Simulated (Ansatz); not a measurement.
Single-point calculation, with input and output: GaP (part 1 of 2)

The run: single-point calculation of GaP (slab, 24 atoms in the cell). Method and program: DFT PBE+D3(BJ), scalar-relativistic, plane waves, PAW, no spin polarisation (Ansatz 0.2.0).

The structure derives from an entry of the Crystallography Open Database. It belongs to a series of runs on one base structure; here: the slab at its places in the relaxed adsorbed structure. Figures and captions count atoms from 1; the log counts them from 0 in places.

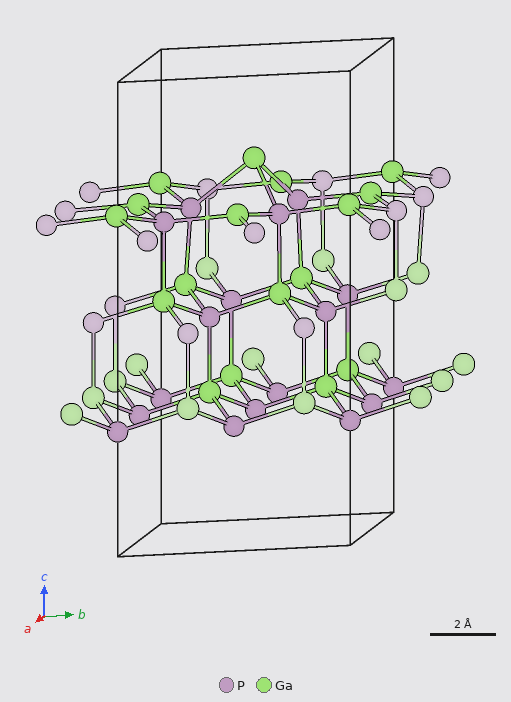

The structure (ball-and-stick view of the cell of the calculation, with the vacuum cut short, seen slightly off an axis; neighbours outside the cell are drawn fainter). An atom can appear more than once, as a periodic image. Near neighbours in the periodic cell (some may lie outside the picture): P has 3 Ga at 2.36 Å; Ga has 4 P at 2.34 to 2.49 Å; P has 4 Ga at 2.28 to 2.58 Å; Ga has 3 P at 2.28 to 2.58 Å.

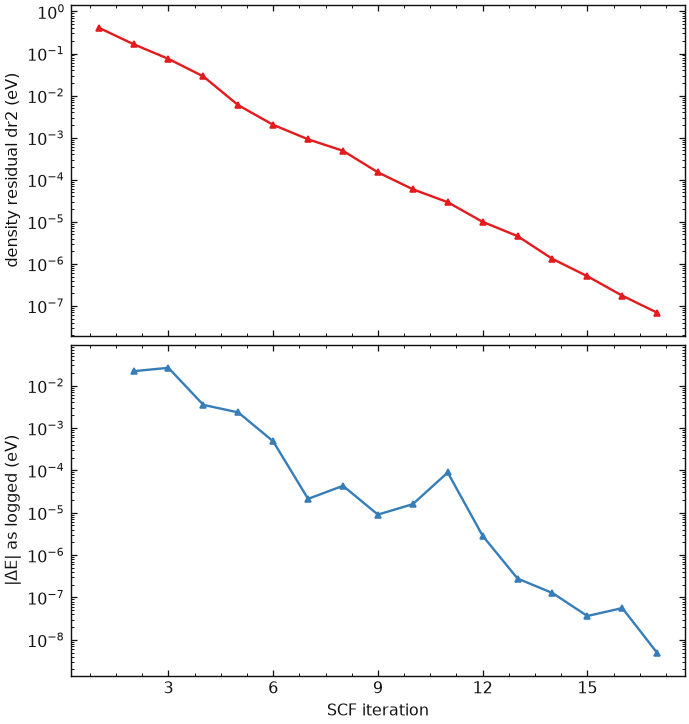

Convergence of the self-consistent field: density residual dr2 and size of the energy change against the SCF iteration. The residual falls at every step.

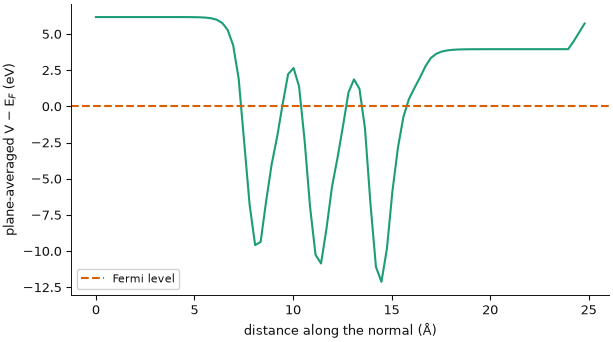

Plane average of the electrostatic potential energy of an electron across the cell, from the Fermi level. The vacuum level lies 3.95 eV above the Fermi level on the upper side and 6.17 eV on the lower.

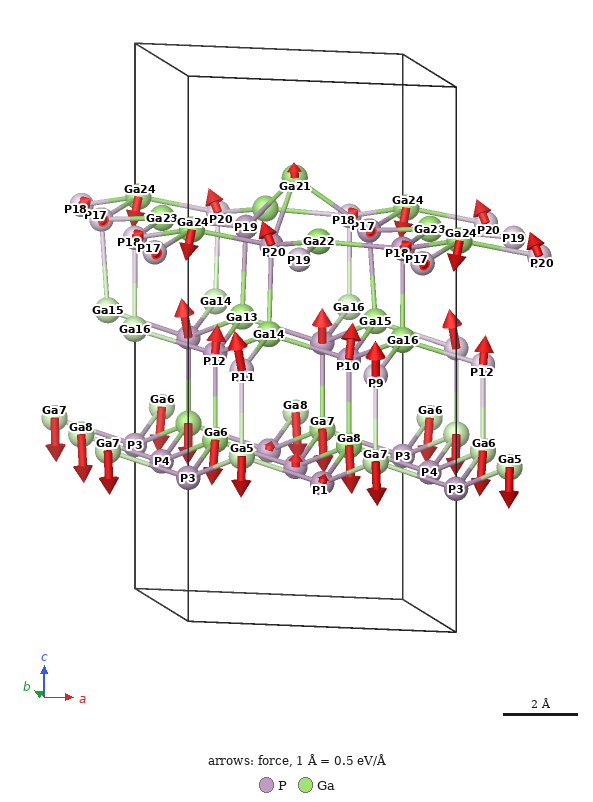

Forces on the atoms as red arrows (ball-and-stick view of the cell of the calculation, with the vacuum cut short, seen slightly off an axis; neighbours outside the cell are drawn fainter; atoms are numbered from 1 in the order of the input); the smallest are left out. The largest act on Ga8 (0.67 eV/Å); Ga6 (0.63 eV/Å); Ga7 (0.61 eV/Å); Ga5 (0.57 eV/Å), among others. The geometry is not a stationary point of this energy.

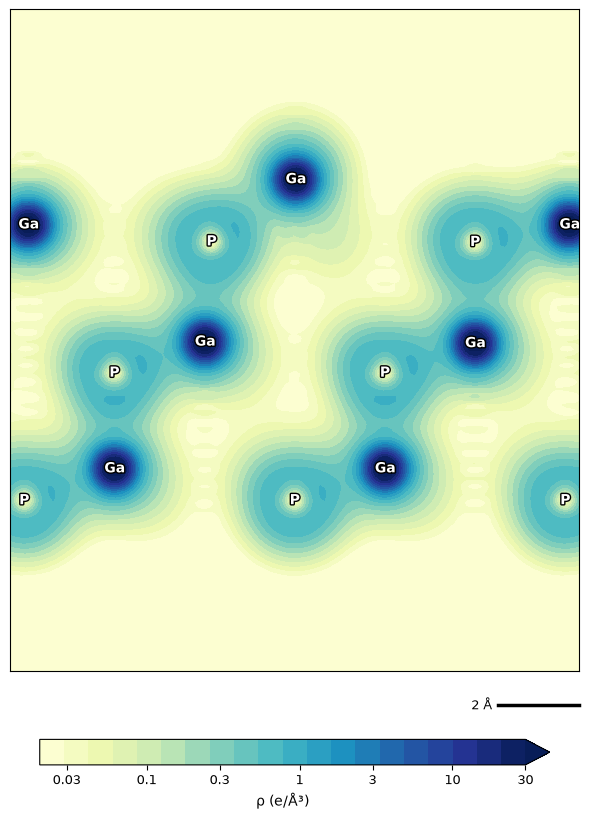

Valence charge density (pseudo) on the (110) plane of the calculation cell, a cut from vacuum to vacuum. Ga–P (2.36 Å): ρ at the midpoint is about 0.54 e/Å³. Ga–P (2.48 Å): ρ is about 0.43 e/Å³ halfway. Ga–P (2.58 Å): ρ is about 0.36 e/Å³ halfway. The density dies away to nearly zero in the vacuum. The fields are those of the smooth PAW valence density.

The input and output of the run follow.

The input:
```yaml
crystal:
  lattice:
    - [7.701573418, 0.0, 0.0]
    - [-3.850786709, 6.6697582291, 0.0]
    - [0.0, 0.0, 25.074346909]
  atoms:
    - { symbol: P, position: [0.5, 0.0, 0.3190511813] }
    - { symbol: P, position: [0.5, 0.5, 0.3190511813] }
    - { symbol: P, position: [0.0, 0.0, 0.3190511813] }
    - { symbol: P, position: [0.0, 0.5, 0.3190511813] }
    - { symbol: Ga, position: [0.1666666667, 0.8333333333, 0.350399497] }
    - { symbol: Ga, position: [0.1666666667, 0.3333333333, 0.350399497] }
    - { symbol: Ga, position: [0.6666666667, 0.8333333333, 0.350399497] }
    - { symbol: Ga, position: [0.6666666667, 0.3333333333, 0.350399497] }
    - { symbol: P, position: [0.6666666667, 0.8333333333, 0.4444444444] }
    - { symbol: P, position: [0.6666666667, 0.3333333333, 0.4444444444] }
    - { symbol: P, position: [0.1666666667, 0.8333333333, 0.4444444444] }
    - { symbol: P, position: [0.1666666667, 0.3333333333, 0.4444444444] }
    - { symbol: Ga, position: [0.3340698106, 0.6662728506, 0.475009916] }
    - { symbol: Ga, position: [0.3341467432, 0.1673051379, 0.4737802757] }
    - { symbol: Ga, position: [0.8316260617, 0.6661702656, 0.4760160931] }
    - { symbol: Ga, position: [0.8331806854, 0.166662441, 0.4735088857] }
    - { symbol: P, position: [0.80671834, 0.6574582931, 0.574999875] }
    - { symbol: P, position: [0.8344754717, 0.1678965959, 0.572916326] }
    - { symbol: P, position: [0.3449681051, 0.6523786578, 0.5735307093] }
    - { symbol: P, position: [0.3491269456, 0.1930360982, 0.5700654869] }
    - { symbol: Ga, position: [0.4955875123, 0.4924912021, 0.6347546142] }
    - { symbol: Ga, position: [0.4858210185, -0.0073457494, 0.5830215916] }
    - { symbol: Ga, position: [0.0053107806, 0.5165862875, 0.5841343265] }
    - { symbol: Ga, position: [0.0127081037, -0.0027518743, 0.5902068277] }
basis:
  ecutwfc: 420
kpoints:
  mp_grid: { grid: [3, 3, 1] }
hamiltonian:
  xc: pbe
  dispersion: d3bj
scf:
  occupations: { method: gaussian, width: 0.05 }
output:
  forces: true
  eigenvalues: true
  write_density: true
  volumetric_format: npy
efield:
  axis: 3
  dipole_correction: true
  ramp_width: 0.04
```

Command:
```bash
ansatz run input.yaml --threads 4 --pin off --max-ram 10240MiB --backend cpu --events-out ev --progress --plain --runs-dir out
```

Log:
```
Engine: ansatz 0.2.0, aarch64-unknown-linux-gnu
Pseudopotentials: kind: paw
Pseudopotential: P, paw, valence charge 5, recommended cutoff 420 eV (normal), P.paw.azcp
Pseudopotential: Ga, paw, valence charge 13, recommended cutoff 420 eV (normal), Ga.paw.azcp
Functional definition: PBE
  parameter kappa = 0.804
  parameter beta = 0.06672455060314922
  exchange = pbe_x(kappa = kappa, mu = beta*pi^2/3)
  correlation = pbe_c(beta = beta)
Crystal: 24 atoms, lattice volume = 1288.010 Å³
Basis set: ecut = 420 eV, 25109 PW (Γ), exchange–correlation on 108×108×360 points (8 copies of the dense FFT grid, shifted against one another)
Bands: 132, of which v1, the nominal top of the filled ones, is band 108 counted from 1 (107 counted from 0)
Symmetry: 1 space group operations
Space group: P1 (ITA 1), of the structure as read, at distance tolerance 1.1e-4 Å
k-points: 5 of 9 (time reversal used)
Non-local potential: P, projectors of the file, l = 0: 2, l = 1: 2, l = 2: 2
Non-local potential: Ga, projectors of the file, l = 0: 2, l = 1: 2, l = 2: 3, l = 3: 1
PAW form: soft (Blöchl's): semilocal exchange-correlation on the pseudo side does not see the compensation charge
PAW one-centre angular grid: P, 110 points (default); XC on 64 Gauss nodes
PAW one-centre angular grid: Ga, 590 points (default); XC on 64 Gauss nodes
Initial density: superposition of atomic densities (neutral atoms: chi_scale 0, normalization atom), corrected by the library's trained network
Initial wavefunctions: pseudopotential atomic-orbital guess
Functional: x = pbe(κ = 0.804, μ = 0.2195149727645171), c = pbe(β = 0.06672455060314922)
```
